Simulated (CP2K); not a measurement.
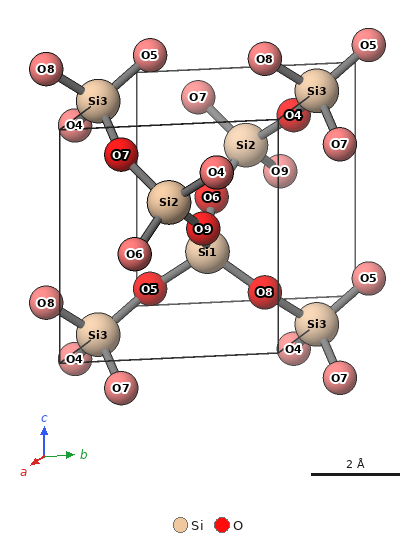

The input geometry (ball-and-stick view of the cell of the calculation, seen slightly off an axis; neighbours outside the cell are drawn fainter; atoms are numbered from 1 in the order of the input). Near neighbours in the crystal (not all of them lie inside the picture): Si has 4 O at 1.61 Å; O has 2 Si at 1.61 Å.

## Single-point calculation of SiO2

- system: SiO2 (P6₂22, 9 atoms in the cell)
- method: DFTB (no charge self-consistency), tables shipped with the program (CP2K 2026.2)

The structure derives from an entry of the Crystallography Open Database. The geometry comes from this level: r2SCAN.

**The input**
```
&GLOBAL
 PROJECT run
 RUN_TYPE CELL_OPT
 PRINT_LEVEL LOW
&END GLOBAL
&MOTION
 &CELL_OPT
  OPTIMIZER BFGS
  KEEP_SPACE_GROUP T
  KEEP_SYMMETRY F
  EXTERNAL_PRESSURE [bar] 0.0
  PRESSURE_TOLERANCE [bar] 300
  MAX_FORCE 3e-4
  MAX_ITER 30
 &END CELL_OPT
 &PRINT
  &CELL
  &END CELL
  &FORCES
  &END FORCES
  &STRESS
  &END STRESS
 &END PRINT
&END MOTION
&FORCE_EVAL
 METHOD QS
 STRESS_TENSOR ANALYTICAL
 &DFT
  &QS
   METHOD DFTB
   &DFTB
    SELF_CONSISTENT F
    &PARAMETER
     PARAM_FILE_PATH DFTB/nonscc
     PARAM_FILE_NAME nonscc_parameter
    &END PARAMETER
   &END DFTB
  &END QS
  &POISSON
   &EWALD
    EWALD_TYPE SPME
    GMAX 25
   &END EWALD
  &END POISSON
  &KPOINTS
   SCHEME MONKHORST-PACK 5 5 5
   SYMMETRY F
   FULL_GRID F
  &END KPOINTS
  &SCF
   ADDED_MOS 15
   EPS_SCF 1e-6
   MAX_SCF 80
   &DIAGONALIZATION
   &END DIAGONALIZATION
   &MIXING
    METHOD DIRECT_P_MIXING
    ALPHA 0.3
   &END MIXING
   &SMEAR
    METHOD FERMI_DIRAC
    ELECTRONIC_TEMPERATURE [K] 232
   &END SMEAR
   &PRINT
    &ITERATION_INFO
    &END ITERATION_INFO
   &END PRINT
  &END SCF
 &END DFT
 &SUBSYS
  &CELL
   A 5.05905841 0.00000000 0.00000000
   B -2.52952921 4.38127311 0.00000000
   C -0.00000000 -0.00000000 5.54103614
  &END CELL
  &COORD
   SCALED
   Si 0.50000000 0.50000000 0.33333333
   Si 0.00000000 0.50000000 0.66666667
   Si 0.50000000 -0.00000000 0.00000000
   O 0.20824042 0.79175958 0.83333333
   O 0.41648084 0.20824042 0.16666667
   O 0.20824042 0.41648084 0.50000000
   O 0.79175958 0.20824042 0.83333333
   O 0.58351916 0.79175958 0.16666667
   O 0.79175958 0.58351916 0.50000000
  &END COORD
 &END SUBSYS
 &PRINT
  &STRESS_TENSOR
  &END STRESS_TENSOR
  &FORCES
  &END FORCES
 &END PRINT
&END FORCE_EVAL
```

Run on 2 threads of Arm Neoverse V2, 24 GiB of memory available, shared host.

Launched with:
```bash
cp2k.psmp -i run.inp
```

**The program's output**
```
8xxtvl

 CP2K| version string:                                       CP2K version 2026.2
 CP2K|            -lib tblite libvori libbqb
 CP2K| Input file name                                                   run.inp

 GLOBAL| Force Environment number                                              1
 GLOBAL| Cholesky decomposition library                                ScaLAPACK
 GLOBAL| Direct generalized diagonalization requested                          F
 GLOBAL| Matrix multiplication library                                 ScaLAPACK

 GENERATE|  Preliminary Number of Bonds generated:                             0
 GENERATE|  Achieved consistency in connectivity generation.

              #####   #####        # ######  ####### ####### ######
             #     # #     #      #  #     # #          #    #     #
             #     # #           #   #     # #          #    #     #
             #     #  #####     #    #     # #####      #    ######
             #   # #       #   #     #     # #          #    #     #
             #    #  #     #  #      #     # #          #    #     #
              #### #  #####  #       ######  #          #    ######

                                    Version 0.2
                               J. Hutter and T. Heine

 EWALD| Summation is done by:                                               SPME
 EWALD| Alpha parameter [       ANGSTROM^-1]                              0.3500
 EWALD| Real Space Cutoff [          ANGSTROM]                            9.6398
 EWALD| G-space max. Miller index                         25        25        25
 EWALD| Spline interpolation order                                             6

 TOTAL NUMBERS AND MAXIMUM NUMBERS

  Total number of            - Atomic kinds:                                   2
                             - Atoms:                                          9
                             - Shell sets:                                     0
                             - Shells:                                        21
                             - Primitive Cartesian functions:                  0
                             - Cartesian basis functions:                     54
                             - Spherical basis functions:                     51

  Maximum angular momentum of the orbital basis functions:                     2

  LRI_AUX Basis:
  Total number of            - Shell sets:                                     0
                             - Shells:                                        21
                             - Primitive Cartesian functions:                  0
                             - Cartesian basis functions:                     54
                             - Spherical basis functions:                     51
                               Maximum angular momentum                        2

  RI_HXC Basis:
  Total number of            - Shell sets:                                     0
                             - Shells:                                        21
                             - Primitive Cartesian functions:                  0
                             - Cartesian basis functions:                     54
                             - Spherical basis functions:                     51
                               Maximum angular momentum                        2

  AUX_FIT ADMM-Basis:
  Total number of            - Shell sets:                                     0
                             - Shells:                                        21
                             - Primitive Cartesian functions:                  0
                             - Cartesian basis functions:                     54
                             - Spherical basis functions:                     51
                               Maximum angular momentum                        2

  Nuclear Basis:
  Total number of            - Quantum atomic kinds:                           0
                             - Quantum atoms:                                  0
                             - Shell sets:                                     0
                             - Shells:                                        21
                             - Primitive Cartesian functions:                  0
                             - Cartesian basis functions:                     54
                             - Spherical basis functions:                     51
                               Maximum angular momentum                        2
                        added MOs                                        15    0
                        --------------------------------------------------------
                        Smear method:                                FERMI_DIRAC
                        Electronic temperature [K]:                        232.0
                        Electronic temperature [a.u.]:                  7.35E-04
                        Accuracy threshold:                             1.00E-10
                        --------------------------------------------------------
                        No outer SCF

 CELL_OPT| Pressure tolerance [bar]:                                       300.0
 CELL_OPT| Keep volume of cell:                                               NO
 CELL_OPT| Keep angles between the cell vectors:                              NO
 CELL_OPT| Keep cell symmetry:                                                NO
 CELL_OPT| Constraint:                                                      NONE

 BFGS| Use rational function optimization for step estimation:                NO
 BFGS| Use model Hessian for initial guess:                                   NO
 BFGS| Restart Hessian:                                                       NO
 BFGS| Trust radius:                                                       0.472

 -------------------------------------------------------------------------------
 ----                   SPACE GROUP SYMMETRY INFORMATION                    ----
 -------------------------------------------------------------------------------
 SPGR| SPACE GROUP NUMBER:                                                   180
 SPGR| INTERNATIONAL SYMBOL:                                              P6_222
 SPGR| POINT GROUP SYMBOL:                                                   622
 SPGR| SCHOENFLIES SYMBOL:                                                  D6^4
 SPGR| NUMBER OF SYMMETRY OPERATIONS:                                         12
 SPGR| NUMBER OF UNIQUE ROTATIONS:                                            12
 SPGR| NUMBER OF REDUCED SYMMETRY OPERATIONS:                                 12
 SPGR| NUMBER OF PARTICLES AND SYMMETRIZED PARTICLES:                  9       9
 SPGR| NUMBER OF ATOMS AND SYMMETRIZED ATOMS:                          9       9
 SPGR| NUMBER OF SHELLS AND SYMMETRIZED SHELLS:                        0       0

 *******************************************************************************
 ***                     STARTING   CELL   OPTIMIZATION                      ***
 ***                                   BFGS                                  ***
 *******************************************************************************

 CELL| Volume [angstrom^3]:                                           122.817712
 CELL| Vector a [angstrom]:       5.059     0.000     0.000   |a| =     5.059058
 CELL| Vector b [angstrom]:      -2.530     4.381     0.000   |b| =     5.059058
 CELL| Vector c [angstrom]:      -0.000    -0.000     5.541   |c| =     5.541036
 CELL| Angle (b,c), alpha [degree]:                                    90.000000
 CELL| Angle (a,c), beta  [degree]:                                    90.000000
 CELL| Angle (a,b), gamma [degree]:                                   120.000000
 CELL| Numerically orthorhombic:                                              NO
 CELL| Periodicity                                                           XYZ

 Extrapolation method: initial_guess

 Number of electrons:                                                         48
 Number of occupied orbitals:                                                 24
 Number of molecular orbitals:                                                39

 Number of orbital functions:                                                 51
 Number of independent orbital functions:                                     51

 Diagonalization                       Time:      0.11            -25.3223405771
  Core Hamiltonian energy:                                    -25.49433766941857
  Repulsive potential energy:                                   0.17199709228935
  Dispersion energy:                                            0.00000000000000
  Electronic entropic energy:                                  -0.00000000000000
  Fermi energy:                                                -0.19741104408502

  Total energy:                                               -25.32234057712923

 ENERGY| Total FORCE_EVAL ( QS ) energy [hartree]            -25.322340577129228

 FORCES| Atomic forces [hartree/bohr]
 FORCES|   Atom     x               y               z               |f|
 FORCES|      1 -2.91919830E-01  1.67860085E-01  1.33049257E-04   3.36740572E-01
 FORCES|      2 -3.00314973E-01 -1.73386925E-01  7.59958737E-09   3.46773859E-01
 FORCES|      3 -5.88815446E-04 -3.36740007E-01 -1.33051048E-04   3.36740549E-01
 FORCES|      4 -6.93629980E-02  1.58165058E-01  5.23146504E-03   1.72785356E-01
 FORCES|      5  2.20553860E-02  1.27336828E-02 -2.32044166E-10   2.54673660E-02
 FORCES|      6  1.02293464E-01 -1.39152653E-01 -5.23146607E-03   1.72785364E-01
 FORCES|      7  1.72758506E-01  1.87706530E-02 -5.28692997E-03   1.73855660E-01
 FORCES|      8  2.62444154E-01  1.51522188E-01  2.78336919E-09   3.03044399E-01
 FORCES|      9  1.02635106E-01  1.40227918E-01  5.28692264E-03   1.73855645E-01
 FORCES| Sum    -1.94289029E-16 -1.66533454E-16  6.85215773E-17
 FORCES| Total atomic force                                       2.64909088E-16

 STRESS| Analytical stress tensor [bar]
 STRESS|                        x                   y                   z
 STRESS|      x       -2.47958471196E+06  -1.17534573435E+03   1.22638282024E+05
 STRESS|      y       -1.17534573435E+03  -2.47822742006E+06  -2.12415714515E+05
 STRESS|      z        1.22638282024E+05  -2.12415714515E+05  -2.80609727825E+05
 STRESS| 1/3 Trace                                            -1.74614061995E+06
 STRESS| Determinant                                          -1.57512523841E+18

 STRESS| Eigenvectors and eigenvalues of the analytical stress tensor [bar]
 STRESS|                        1                   2                   3
 STRESS| Eigenvalues  -2.50459960914E+06  -2.48026326825E+06  -2.53558982452E+05
 STRESS|      x          -0.496988542736      0.866024329497      0.054811030900
 STRESS|      y           0.860805084070      0.500001860715     -0.094935486100
 STRESS|      z           0.109622058133      0.000000234829      0.993973341881

 SPGR STRESS| Symmetrized stress tensor [GPa]
 SPGR STRESS|                        x                   y                   z
 SPGR STRESS|      x       -2.47890606165E+02   2.82897936566E-07  -3.64894721101E-16
 SPGR STRESS|      y        2.82897936566E-07  -2.47890607037E+02   2.65819365213E-16
 SPGR STRESS|      z       -3.64894721101E-16   2.65819365213E-16  -2.80609727825E+01
 SPGR STRESS| 1/3 Trace                                            -1.74614061995E+02
 SPGR STRESS| Determinant                                          -1.72433984196E+06

 SPGR STRESS| Eigenvectors and eigenvalues of the symmetrized stress tensor [GPa]
 SPGR STRESS|                        1                   2                   3
 SPGR STRESS| Eigenvalues  -2.47890607121E+02  -2.47890606081E+02  -2.80609727825E+01
 SPGR STRESS|      x          -0.283692414118      0.958915332119     -0.000000000000
 SPGR STRESS|      y           0.958915332119      0.283692414118      0.000000000000
 SPGR STRESS|      z          -0.000000000000      0.000000000000      1.000000000000

 OPT| **************************************************************************
 OPT| Step number                                                              0
 OPT| Optimization method                                                   BFGS
 OPT| Total energy [hartree]                                      -25.3223405771
 OPT| Internal pressure [bar]                                -1746140.6199487974
 OPT| Used time [s]                                                        0.184
 OPT| **************************************************************************
 OPT| Estimated peak process memory [MiB]                                    157

 --------------------------
 OPTIMIZATION STEP:      1
 --------------------------

  Step is scaled; Scaling factor =  0.56012

 CELL| Volume [angstrom^3]:                                           110.405781
 CELL| Vector a [angstrom]:       4.843     0.000     0.000   |a| =     4.842552
 CELL| Vector b [angstrom]:      -2.530     4.131     0.000   |b| =     4.844165
 CELL| Vector c [angstrom]:      -0.000     0.000     5.519   |c| =     5.518660
 CELL| Angle (b,c), alpha [degree]:                                    90.000000
 CELL| Angle (a,c), beta  [degree]:                                    90.000000
 CELL| Angle (a,b), gamma [degree]:                                   121.478638
 CELL| Numerically orthorhombic:                                              NO
 CELL| Periodicity                                                           XYZ

 Extrapolation method: ASPC

 Number of electrons:                                                         48
 Number of occupied orbitals:                                                 24
 Number of molecular orbitals:                                                39

 Number of orbital functions:                                                 51
 Number of independent orbital functions:                                     51

 *******************************************************************************
 *   ___                                                                       *
 *  /   \                                                                      *
 * [ABORT]                                                                     *
 *  \___/      Cholesky decompose failed: matrix is not positive definite or   *
 *    |                               ill-conditioned                          *
 *  O/|                                                                        *
 * /| |                                                                        *
 *******************************************************************************

 ===== Routine Calling Stack =====

           11 cp_cfm_cholesky_decompose
           10 cp_cfm_geeig
            9 do_general_diag_kp
            8 qs_scf_new_mos_kp
            7 do_nonscf
            6 qs_energies
            5 qs_forces
            4 cp_eval_at
            3 geoopt_bfgs
            2 cp_cell_opt
            1 CP2K

Program received signal SIGABRT: Process abort signal.

Backtrace for this error:
#0  0x533a3bfcf957 in ???
#1  0x533a5c884cac in __pthread_kill_implementation
#2  0x533a5c82bfb7 in raise
#3  0x533a5c815d37 in abort
#4  0x533a3c6a2d83 in ???
#5  0x533a3c6a4297 in ???
#6  0x533a3c7af3db in ???
#7  0x533a3c7b7a63 in ???
#8  0x533a3d571c57 in ???
#9  0x533a3d596edb in ???
#10  0x533a3d4f55cb in ???
#11  0x533a3d4f6603 in ???
#12  0x533a3d3f55ff in ???
#13  0x533a3c284d13 in ???
#14  0x533a3c07a0cf in ???
#15  0x533a3db4f68f in ???
#16  0x533a3e812a7b in ???
#17  0x533a3db2cf07 in ???
#18  0x533a3c956e03 in ???
#19  0x533a3c959d0b in ???
#20  0x533a3c070db3 in ???
#21  0x533a3c06ef13 in ???
#22  0x533a5c816573 in __libc_start_call_main
#23  0x533a5c816657 in __libc_start_main_impl
#24  0x533a3c06f06f in ???
#25  0xffffffffffffffff in ???
```

**Outcome**

| quantity | value |
| --- | --- |
| outcome | refused by the program |
| space group (tolerance 0.01 Å) | P6₂22 (180) |

The program refused the input.
